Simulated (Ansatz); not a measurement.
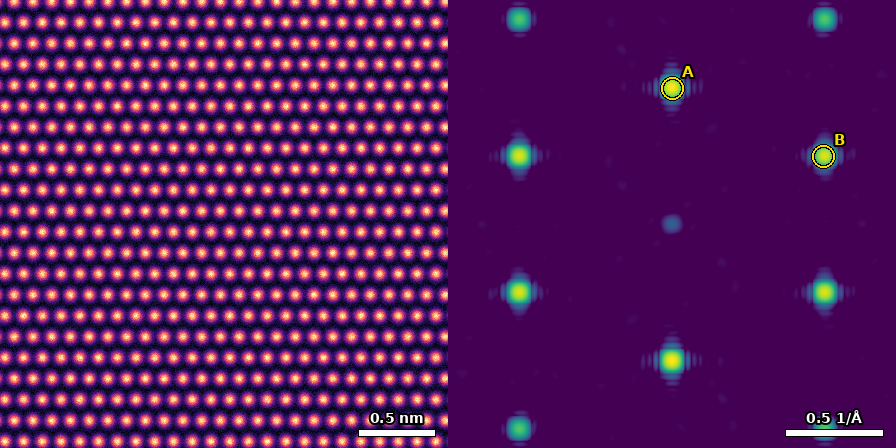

HAADF-like image of Mo (Fd-3m, No. 227) along [210]. Simulated incoherent Z contrast: every atom adds Z^1.6 spread by a probe of 0.57 Å full width; channelling and multiple scattering are left out. The display is stretched by a gamma of 0.65; percentages refer to the linear signal. Shot noise was added. Model: coordinates from a relaxation with DFT, PBEsol, plane waves (420 eV) with PAW, scalar-relativistic in Ansatz 0.2.0; the starting structure was generated, so it need not be a known form of this composition.

The right panel is the modulus of the image's Fourier transform on a logarithmic scale.

a = 5.613 Å, b = 5.613 Å, c = 5.613 Å, α = 90.00°, β = 90.00°, γ = 90.00°

### Index the marked spots and give their plane spacings (the zone axis points at the viewer; indices equivalent by symmetry, or all signs reversed, are as good).

A: (0 0 -4), d = 1.40 Å; B: (2 -4 -2), d = 1.15 Å. A and B enclose 66°, and every spot obeys the zone law hu + kv + lw = 0 for [210].
